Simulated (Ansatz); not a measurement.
The cell of SnO2 (P-3m1). Origin of the cell: the end point of a relaxation at fixed volume with DFT PBE+D3(BJ), scalar-relativistic, plane waves, PAW (Ansatz 0.2.0); the starting structure was generated, so it need not be a known form of this composition.

```yaml
crystal:
  lattice:
    - [3.19553, 0.00000, 0.00000]
    - [-1.59777, 2.76741, 0.00000]
    - [0.00000, 0.00000, 4.23554]
  atoms:
    - { symbol: Sn, position: [0.00000, 0.00000, 0.50000] }
    - { symbol: O, position: [0.33333, 0.66667, 0.73761] }
    - { symbol: O, position: [0.66667, 0.33333, 0.26239] }
```

Bond valence s = exp((R0 − d)/b), R0 fitted to published crystal structures with b = 0.37 Å, summed over all anions within 5 Å; R0 in Å: Sn4+–O 1.887.

> Calculate the bond-valence sums (anions within 5 Å).

```
site              x, y, z  formal valence  bond-valence sum  difference
 Sn1  0.000, 0.000, 0.500              +4              3.44       -0.56
  O1  0.333, 0.667, 0.738              −2              1.72       -0.28
```

The global instability index (root mean square of the differences over all atoms) is 0.40 v.u.: above 0.2, which by the usual rule of thumb marks a strained structure. Cells relaxed with PBE tend to have slightly long bonds, which lowers the sums.

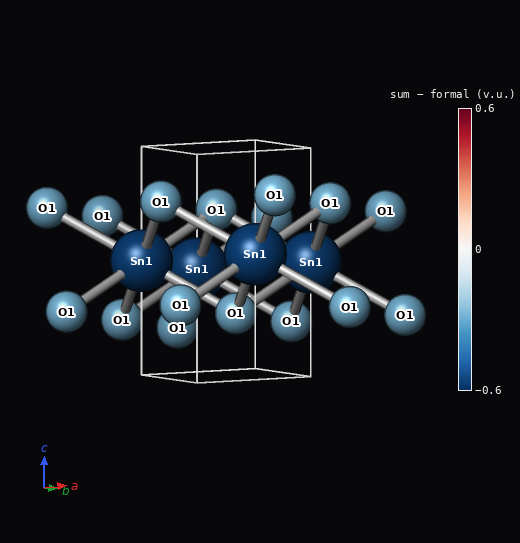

Atoms coloured by sum less the size of the formal valence, view from a free direction.
